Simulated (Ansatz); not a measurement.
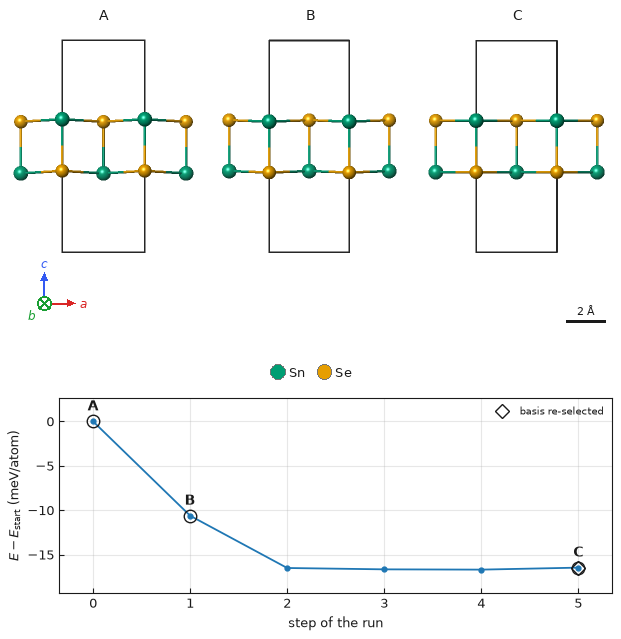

Frames of a relaxation of crystalline SnSe (set up in P4/nmm), marked on the history of the run. A ball-and-stick model of the cell of the calculation, seen along the b axis.

All numbers below come from DFT LDA, scalar-relativistic, plane waves, PAW (Ansatz).

The input:
```yaml
crystal:
  lattice:
    - [4.2853274191, 0.0, 0.0]
    - [0.0, 4.2853274191, 0.0]
    - [0.0, 0.0, 10.99069213]
  atoms:
    - { symbol: Sn, position: [0.5, 0.0, 0.37222911] }
    - { symbol: Sn, position: [0.0, 0.5, 0.62777089] }
    - { symbol: Se, position: [0.5, 0.0, 0.61603949] }
    - { symbol: Se, position: [0.0, 0.5, 0.38396051] }
basis:
  ecutwfc: 420
kpoints:
  mp_grid: { grid: [6, 6, 4] }
hamiltonian:
  xc: lda
scf:
  occupations: { method: gaussian, width: 0.02 }
output:
  forces: true
  stress: true
  eigenvalues: true
  write_density: true
  write_potential: true
  elf: true
  volumetric_format: npy
relax:
  adjacent_minimum: "off"
  f_tol: 0.005
  max_steps: 80
  cell: { stress_tol: 0.05 }
```

Command:
```bash
ansatz run input.yaml --threads 2 --pin off --max-ram 5120MiB --backend cpu --events-out ev --progress --plain --runs-dir out
```

### What happens along the run?

The largest moves relative to the cell, 0.065 Å, are those of Sn1 and Sn2. Sn2 goes along −c. Largest moves by element: Sn 0.065 Å, Se 0.063 Å. Cell: a = b 4.285 → 4.190 Å (−2.2 %), c 10.991 → 10.980 Å (−0.1 %). Volume −4.5 %. Among the contacts that change: Sn1–Se4 3.033 → 2.963 Å, Sn1–Se3 2.680 → 2.675 Å. Among the angles between lasting bonds that change: Sn2–Se3–Sn2 175.1° → 180.0°, Se4–Sn1–Se4 175.1° → 180.0°, Sn1–Se3–Sn2 92.4° → 90.0°. The space group stays P4/nmm (No. 129). Over 4 accepted moves (5 points after the start) the energy falls by 16.5 meV per atom. The largest force component goes from 0.24 to 0.0015 eV/Å. Pressure: −1.41 GPa at the start and 0.00 GPa at the end. The SCF was repeated once at an unchanged geometry on a basis and grid sized afresh for the cell, which shifted the energy by 0.2 meV per atom at most. From step 0 to 1: Sn atoms move most (0.12 Å), volume −6.2 %, energy −10.6 meV per atom. From step 1 to 5: Sn atoms move most (0.06 Å), volume +1.8 %, energy −5.8 meV per atom.

Limits of the set-up: layers or molecules are held without a dispersion correction, so their spacing is unreliable.
